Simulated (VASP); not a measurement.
# Geometry relaxation of WSi$_{2}$ (part 2 of 3)

Continued. System: WSi$_{2}$ (I4/mmm, 3 atoms in the cell). Method: Kohn-Sham DFT of a periodic cell, PBE with D3(BJ), VASP PAW PBE potentials, recommended, no spin polarisation (VASP 6.6.1); cutoff 520 eV, 18×18×18 k-mesh, Gaussian smearing of 0.1 eV. The structure derives from an entry of the Crystallography Open Database.

Geometry of the input (Å; fractional positions):
```
-1.6069  1.6069  3.9150
1.6069  -1.6069  3.9150
1.6069  1.6069  -3.9150
Si 0.3347  0.3347  0.0000
Si 0.6653  0.6653  -0.0000
W  0.0000  0.0000  0.0000
```

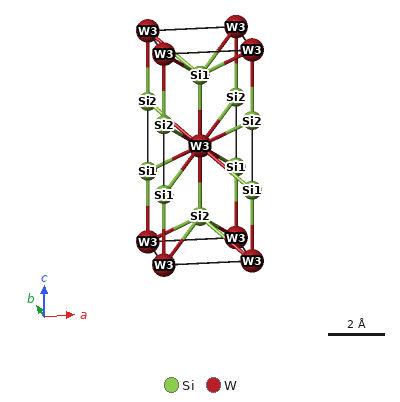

The starting structure (ball-and-stick view of the cell 2 times as large as that of the calculation, set on its symmetry axes, seen slightly off an axis; atoms are numbered from 1 in the order of the input).

Parts of OUTCAR, continued
```
                                     Primitive cell

  volume of cell :      40.4356

  direct lattice vectors                    reciprocal lattice vectors
    -1.606900000  1.606900000  3.914950000     0.000000000  0.311158131  0.127715552
     1.606900000 -1.606900000  3.914950000     0.311158131  0.000000000  0.127715552
     1.606900000  1.606900000 -3.914950000     0.311158131  0.311158131  0.000000000

  length of vectors
     4.526708376  4.526708376  4.526708376     0.336348992  0.336348992  0.440044048

  position of ions in fractional coordinates (direct lattice)
     0.334700000  0.334700000  0.000000000
     0.665300000  0.665300000  0.000000000
     0.000000000  0.000000000  0.000000000

  ion indices of the primitive-cell ions
   primitive index   ion index
                 1           1
                 2           2
                 3           3

----------------------------------------------------------------------------------------

 KPOINTS: regular mesh

Automatic generation of k-mesh.
 Grid dimensions read from file:
 generate k-points for:   18   18   18

 Generating k-lattice:

  Cartesian coordinates                     Fractional coordinates (reciprocal lattice)
     0.000000000  0.017286563  0.007095308     0.055555556  0.000000000  0.000000000
     0.017286563  0.000000000  0.007095308     0.000000000  0.055555556  0.000000000
     0.017286563  0.017286563  0.000000000     0.000000000  0.000000000  0.055555556

  Length of vectors
     0.018686055  0.018686055  0.024446892

  Shift w.r.t. Gamma in fractional coordinates (k-lattice)
     0.000000000  0.000000000  0.000000000

 Subroutine IBZKPT returns following result:
 ===========================================

 Found    480 irreducible k-points:

 Following reciprocal coordinates:
            Coordinates               Weight
  0.000000  0.000000  0.000000      1.000000
  0.055556 -0.000000  0.000000      8.000000
  0.111111 -0.000000  0.000000      8.000000
  0.166667  0.000000  0.000000      8.000000
  0.222222  0.000000 -0.000000      8.000000
  0.277778  0.000000  0.000000      8.000000
  0.333333  0.000000  0.000000      8.000000
  0.388889  0.000000 -0.000000      8.000000
  0.444444  0.000000 -0.000000      8.000000
  0.500000  0.000000 -0.000000      4.000000
  0.055556  0.055556  0.000000      8.000000
  0.111111  0.055556  0.000000     16.000000
  0.166667  0.055556  0.000000     16.000000
  0.222222  0.055556 -0.000000     16.000000
  0.277778  0.055556 -0.000000     16.000000
  0.333333  0.055556 -0.000000     16.000000
  0.388889  0.055556  0.000000     16.000000
  0.444444  0.055556 -0.000000     16.000000
  0.500000  0.055556 -0.000000     16.000000
 -0.444444  0.055556  0.000000     16.000000
 -0.388889  0.055556  0.000000     16.000000
 -0.333333  0.055556  0.000000     16.000000
 -0.277778  0.055556  0.000000     16.000000
 -0.222222  0.055556  0.000000     16.000000
 [... further k-points ...]
   k-points           NKPTS =    480   k-points in BZ     NKDIM =    480   number of bands    NBANDS=     15
   number of dos      NEDOS =    301   number of ions     NIONS =      3
   total plane-waves  NPLWV =  46656
   dimension x,y,z NGX =    36 NGY =   36 NGZ =   36
   dimension x,y,z NGXF=    72 NGYF=   72 NGZF=   72
   ions per type =               2   1
   NGX,Y,Z   is equivalent  to a cutoff of  13.22, 13.22, 13.22 a.u.
   NGXF,Y,Z  is equivalent  to a cutoff of  26.44, 26.44, 26.44 a.u.
 SYSTEM =  Si2W
   PREC   = accura    normal or accurate (medium, high low for compatibility)
   ISTART =      0    job   : 0-new  1-cont  2-samecut
   ICHARG =      2    charge: 1-file 2-atom 10-const
   ISPIN  =      1    spin polarized calculation?
   LNONCOLLINEAR =      F non collinear calculations
   LSORBIT =      F    spin-orbit coupling
   LASPH  =      T    aspherical Exc in radial PAW
   ENCUT  =  520.0 eV  38.22 Ry    6.18 a.u.   8.42  8.42  8.42*2*pi/ulx,y,z
   NELM   =     80;   NELMIN=  2; NELMDL= -5     # of ELM steps
   EDIFF  = 0.1E-06   stopping-criterion for ELM
   LREAL  =      F    real-space projection
   EDIFFG = -.2E-02   stopping-criterion for IOM
   NSW    =     80    number of steps for IOM
   IBRION =      2    ionic relax: 0-MD 1-quasi-New 2-CG
   NFREE  =      1    steps in history (QN), initial steepest desc. (CG)
   ISIF   =      3    stress and relaxation
   ISYM   =      2    0-nonsym 1-usesym 2-fastsym
   POTIM  = 0.5000    time-step for ionic-motion
   TEBEG  =    0.0;   TEEND  =   0.0 temperature during run
   PSTRESS=    0.0 pullay stress
   NELECT =      22.0000    total number of electrons
   NUPDOWN=      -1.0000    fix difference up-down
   EMIN   =  10.00;   EMAX   =-10.00  energy-range for DOS
   EFERMI =   0.00;   METHOD = LEGACY
   ISMEAR =     0;   SIGMA  =   0.10  broadening in eV -4-tet -1-fermi 0-gaus
   EFERMI_NEDOS =   21; number of points for ismear=-14 and -15
   IALGO  =     38    algorithm
   IMIX   =      4    mixing-type and parameters
     AMIX     =   0.40;   BMIX     =  1.00
     AMIX_MAG =   1.60;   BMIX_MAG =  1.00
  volume/ion in A,a.u.               =      13.48        90.96
  Fermi-wavevector in a.u.,A,eV,Ry     =   1.336476  2.525573 24.302284  1.786167
  Thomas-Fermi vector in A             =   2.465099
   LORBIT       =      0    0 simple, 1 ext, 2 COOP (PROOUT), +10 PAW based schemes
   GGA     = PE    functional components
   LHFCALC =     F    Hartree Fock is set to
   AEXX    =    0.0000 exact exchange contribution
   IVDW    =    12    specifies the selected vdW correction
   LEPSILON=     F    determine dielectric tensor
   LRPA    =     F    only Hartree local field effects (RPA)
 conjugate gradient relaxation of ions
 non-spin polarized calculation
 Gauss-broadening in eV      SIGMA  =   0.10
  energy-cutoff  :      520.00
  volume of cell :       40.44
 maximum number of plane-waves:      1118
 NGX is ok and might be reduce to    36
   NGX = 17   NGY = 17   NGZ = 17

--------------------------------------- Ionic step        1  -------------------------------------------

 number of electron      21.9999999 magnetization

 Free energy of the ion-electron system (eV)
  ---------------------------------------------------
  ext. energy  EPLUGINS =         0.00000000
  ---------------------------------------------------
  free energy    TOTEN  =       -24.80931855 eV

  energy without entropy =      -24.80844205  energy(sigma->0) =      -24.80888030

------------------------ aborting loop because EDIFF is reached ----------------------------------------

 Edisp (eV)   -1.71689

 E8    (eV) :    -0.7751

  FORCE on cell =-STRESS in cart. coord.  units (eV):
  Direction    XX          YY          ZZ          XY          YZ          ZX
  --------------------------------------------------------------------------------------
  -------------------------------------------------------------------------------------
  Total      -0.95716    -0.95716    -0.85447     0.00000     0.00000     0.00000
  in kB     -37.92541   -37.92541   -33.85669     0.00000     0.00000     0.00000
  external pressure =      -36.57 kB  Pullay stress =        0.00 kB

 VOLUME and BASIS-vectors are now :
 -----------------------------------------------------------------------------
  energy-cutoff  :      520.00
  volume of cell :       40.44
      direct lattice vectors                 reciprocal lattice vectors
    -1.606900000  1.606900000  3.914950000     0.000000000  0.311158131  0.127715552
     1.606900000 -1.606900000  3.914950000     0.311158131  0.000000000  0.127715552
     1.606900000  1.606900000 -3.914950000     0.311158131  0.311158131  0.000000000

 POSITION                                       TOTAL-FORCE (eV/Angst)
 -----------------------------------------------------------------------------------
      0.00000      0.00000      2.62067         0.000000      0.000000     -0.053900
      0.00000      0.00000      5.20923        -0.000000     -0.000000      0.053900
      0.00000      0.00000      0.00000        -0.000000     -0.000000     -0.000000
 -----------------------------------------------------------------------------------
    total drift:                               -0.000000     -0.000000      0.000000

  FREE ENERGIE OF THE ION-ELECTRON SYSTEM (eV)
  ---------------------------------------------------
  free  energy   TOTEN  =       -26.5262062509 eV

  energy  without entropy=      -26.5253297508  energy(sigma->0) =      -26.52576800

--------------------------------------- Ionic step        2  -------------------------------------------

 number of electron      22.0000000 magnetization

------------------------ aborting loop because EDIFF is reached ----------------------------------------

 Edisp (eV)   -1.79841

 E8    (eV) :    -0.8123

  FORCE on cell =-STRESS in cart. coord.  units (eV):
  Direction    XX          YY          ZZ          XY          YZ          ZX
  --------------------------------------------------------------------------------------
  -------------------------------------------------------------------------------------
  Total       1.65119     1.65119     1.94539     0.00000     0.00000    -0.00000
  in kB      68.42690    68.42690    80.61862     0.00000     0.00000    -0.00000
  external pressure =       72.49 kB  Pullay stress =        0.00 kB

 VOLUME and BASIS-vectors are now :
 -----------------------------------------------------------------------------
  energy-cutoff  :      520.00
  volume of cell :       38.66
      direct lattice vectors                 reciprocal lattice vectors
    -1.582166681  1.582166681  3.861155978     0.000000000  0.316022329  0.129494898
     1.582166681 -1.582166681  3.861155978     0.316022329  0.000000000  0.129494898
     1.582166681  1.582166681 -3.861155978     0.316022329  0.316022329  0.000000000

 POSITION                                       TOTAL-FORCE (eV/Angst)
 -----------------------------------------------------------------------------------
      0.00000      0.00000      2.58209        -0.000000     -0.000000     -0.123491
      1.58217      1.58217      1.27906         0.000000      0.000000      0.123491
      1.58217      1.58217      3.86116        -0.000000     -0.000000      0.000000
 -----------------------------------------------------------------------------------
    total drift:                                0.000000      0.000000      0.000000

  FREE ENERGIE OF THE ION-ELECTRON SYSTEM (eV)
  ---------------------------------------------------
  free  energy   TOTEN  =       -26.5095328370 eV

  energy  without entropy=      -26.5086773015  energy(sigma->0) =      -26.50910507

--------------------------------------- Ionic step        3  -------------------------------------------

 number of electron      21.9999999 magnetization

------------------------ aborting loop because EDIFF is reached ----------------------------------------

 Edisp (eV)   -1.74587

 E8    (eV) :    -0.7883

  FORCE on cell =-STRESS in cart. coord.  units (eV):
  Direction    XX          YY          ZZ          XY          YZ          ZX
  --------------------------------------------------------------------------------------
  -------------------------------------------------------------------------------------
  Total      -0.04744    -0.04744     0.12076     0.00000     0.00000    -0.00000
  in kB      -1.91047    -1.91047     4.86309     0.00000     0.00000    -0.00000
  external pressure =        0.35 kB  Pullay stress =        0.00 kB

 VOLUME and BASIS-vectors are now :
 -----------------------------------------------------------------------------
  energy-cutoff  :      520.00
  volume of cell :       39.79
      direct lattice vectors                 reciprocal lattice vectors
    -1.597931959  1.597931959  3.895444854     0.000000000  0.312904437  0.128355045
     1.597931959 -1.597931959  3.895444854     0.312904437  0.000000000  0.128355045
     1.597931959  1.597931959 -3.895444854     0.312904437  0.312904437  0.000000000

 POSITION                                       TOTAL-FORCE (eV/Angst)
 -----------------------------------------------------------------------------------
      0.00000      0.00000      2.60670         0.000000      0.000000     -0.079317
      0.00000      0.00000      5.18419        -0.000000     -0.000000      0.079317
      0.00000      0.00000      0.00000         0.000000      0.000000     -0.000000
 -----------------------------------------------------------------------------------
    total drift:                               -0.000000     -0.000000     -0.000000

  FREE ENERGIE OF THE ION-ELECTRON SYSTEM (eV)
  ---------------------------------------------------
  free  energy   TOTEN  =       -26.5338753301 eV

  energy  without entropy=      -26.5330124892  energy(sigma->0) =      -26.53344391

[... ionic steps 4 to 10 ...]

--------------------------------------- Ionic step       11  -------------------------------------------

 number of electron      21.9999999 magnetization

------------------------ aborting loop because EDIFF is reached ----------------------------------------

 Edisp (eV)   -1.74602

 E8    (eV) :    -0.7884

  FORCE on cell =-STRESS in cart. coord.  units (eV):
  Direction    XX          YY          ZZ          XY          YZ          ZX
  --------------------------------------------------------------------------------------
  -------------------------------------------------------------------------------------
  Total      -0.01125    -0.01125    -0.01765     0.00000     0.00000    -0.00000
  in kB      -0.45323    -0.45323    -0.71093     0.00000     0.00000    -0.00000
  external pressure =       -0.54 kB  Pullay stress =        0.00 kB

 VOLUME and BASIS-vectors are now :
```
